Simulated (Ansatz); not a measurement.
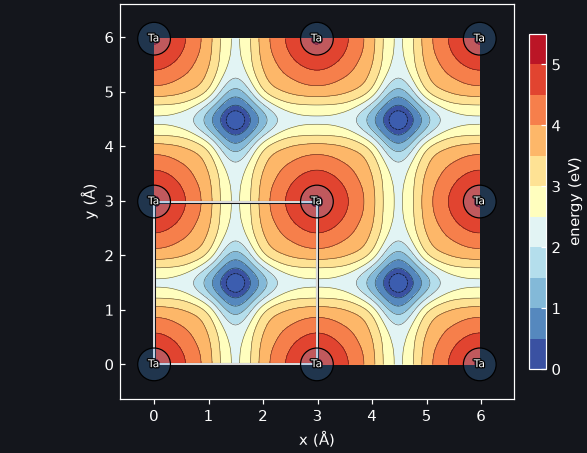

Energy landscape of N on a Ta(100) slab cut from the Fm-3m phase, its upper half relaxed before the scan (3 atoms of substrate and one adsorbate in a 1 × 1 cell). N is moved over the surface cell; relaxed at each place: the height of the adsorbate's atoms; substrate rigid; the origin of the map has the adsorbate above Ta3. Places are given modulo a cell vector. The map is drawn in real space over the plane of the surface. The grid has 6 × 6 points; 10 points were computed and 26 follow by symmetry. Energies are in eV, from the lowest grid point. With one adsorbate in each 1 × 1 cell, its nearest image is 3.0 Å away, so neighbouring adsorbates interact. All numbers below come from Ansatz 0.2.0, DFT PBE, scalar-relativistic, plane waves, PAW. Settings: cutoff 420 eV, k-mesh 9×9×1, gaussian smearing 0.1 eV, no spin polarisation.

In the figure: filled contours, labelled circles for the atoms of the top layer and small ones for the second layer, the outline of one cell of the 2 × 2 shown. Between grid points the surface is interpolated. 

> Describe this landscape.

The lowest grid point is at a fourfold hollow over a second-layer Ta atom, (3/6, 3/6) of the cell vectors. The highest grid point, the top site over a surface Ta atom, (0/6, 0/6) of the cell vectors, lies 5.02 eV above the lowest. On the interpolated surface the easiest way out of the lowest well to its copy in the next cell or period passes a barrier of about 2.4 eV. At the lowest point the adsorbate has 4 Ta at 2.14 Å as nearest neighbours, at the highest 1 Ta at 1.77 Å. Its relaxed height above the top atom is 0.37 Å at the lowest and 1.77 Å at the highest point.

Time for the 10 points that were run: 8.9 min on 1 thread of Arm Neoverse V2, with other jobs on the host.

PAW datasets: the set soft_1.
